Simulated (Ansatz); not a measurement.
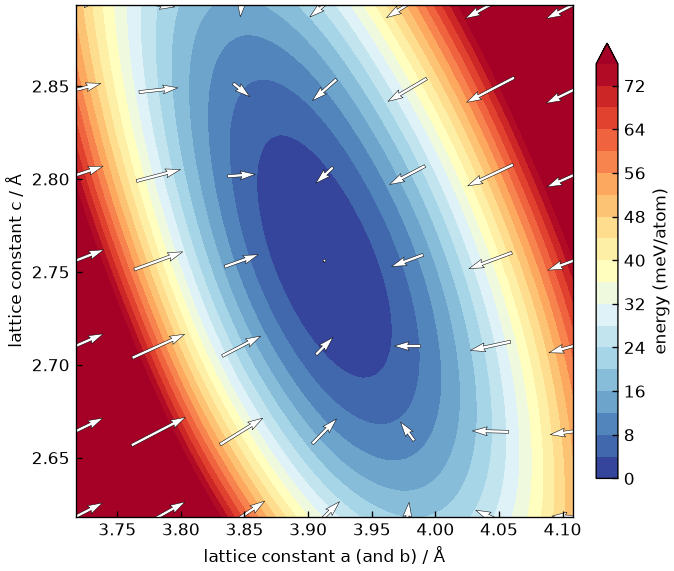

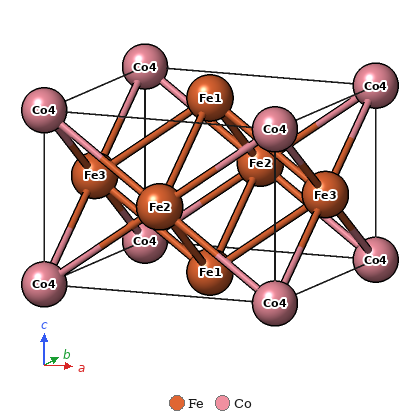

Energy landscape of Fe₃Co (P4/mmm, No. 123; 4 atoms in the cell). The energy is mapped over the lattice constants a and c of the conventional cell. First axis: lattice constant a (and b). Second axis: lattice constant c. Nothing is relaxed (symmetry fixes all fractional coordinates). The grid has 7 × 7 points. All energies are given in meV/atom relative to the lowest grid point. The electronic state followed may not be the lowest one. The calculation used Ansatz 0.2.0, DFT LDA, scalar-relativistic, plane waves, PAW. Settings: cutoff 520 eV, k-mesh 10×10×14 in the order of the run's cell vectors, gaussian smearing 0.15 eV, spin-polarised.

Drawn: filled contours, arrows along the force (downhill), their lengths compressed, one colour for all values above the top of the scale. Between grid points the surface is interpolated. The second picture is the structure at the lowest point

Describe this landscape.

The lowest grid point is at lattice constant a (and b) = 3.913 Å, lattice constant c = 2.756 Å. It is the only kind of minimum in the scanned range. The highest grid point, lattice constant a (and b) = 3.717 Å, lattice constant c = 2.618 Å, lies 202 meV/atom above the lowest. Round the minimum the valley is strongly tilted: raising lattice constant a (and b) shifts the best value of lattice constant c downwards (coupling k₁₂/√(k₁₁k₂₂) about 0.6).

Time for the 49 points that were run: 20 min on 4 threads of Intel(R) Xeon(R) Platinum 8259CL CPU @ 2.50GHz (Skylake/Cascade Lake), on a shared host.

PAW datasets: the set soft_1.
